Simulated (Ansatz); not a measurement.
Consider FeNi$_{3}$.

Space group Pmmn; the calculation finds a residual pressure of about −4 GPa at this fixed cell; spin-polarised. Net moment 9.0 μB in the 8-atom cell of the calculation; other magnetic orders weren't tried. The cell comes from a database of computed structures, not from a measurement.

```cif
data_structure
_symmetry_space_group_name_H-M 'P 1'
_symmetry_Int_Tables_number 1
_cell_length_a 4.0332
_cell_length_b 4.9687
_cell_length_c 4.3129
_cell_angle_alpha 90.000
_cell_angle_beta 90.000
_cell_angle_gamma 90.000
_cell_volume 86.43
loop_
_atom_site_label
_atom_site_type_symbol
_atom_site_fract_x
_atom_site_fract_y
_atom_site_fract_z
_atom_site_occupancy
Fe1 Fe 0.50000 0.00000 0.16725 1
Fe2 Fe 0.00000 0.50000 0.83275 1
Ni1 Ni 0.00000 0.00000 0.82767 1
Ni2 Ni 0.50000 0.50000 0.17233 1
Ni3 Ni 0.50000 0.24655 0.66786 1
Ni4 Ni 0.00000 0.74655 0.33214 1
Ni5 Ni 0.00000 0.25345 0.33214 1
Ni6 Ni 0.50000 0.75345 0.66786 1
```

Computed with Ansatz 0.2.0, DFT PBEsol, scalar-relativistic, plane waves, PAW.

**Which states lie at the band edges, or at the Fermi level if it is a metal?**

The calculation finds no gap at the Fermi level.
The states at the Fermi level: Ni 3d (75 %) and Fe 3d (15 %) by Löwdin projection on a minimal orbital set; in space Ni about 85 % and Fe about 15 %.

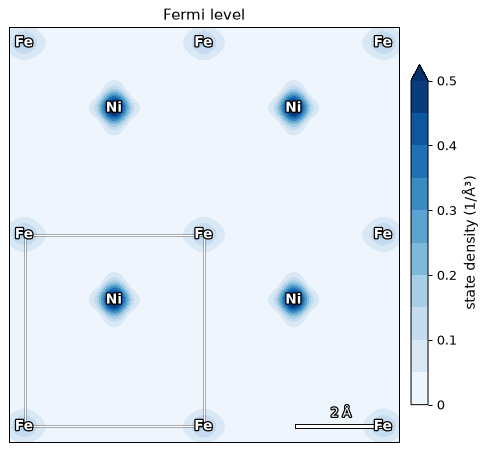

Computed densities of these states (window −0.25 to +0.25 eV about the Fermi level) on the (010) plane of the conventional cell.

In a PAW calculation such maps are meaningful between the atoms, not at the nuclei.
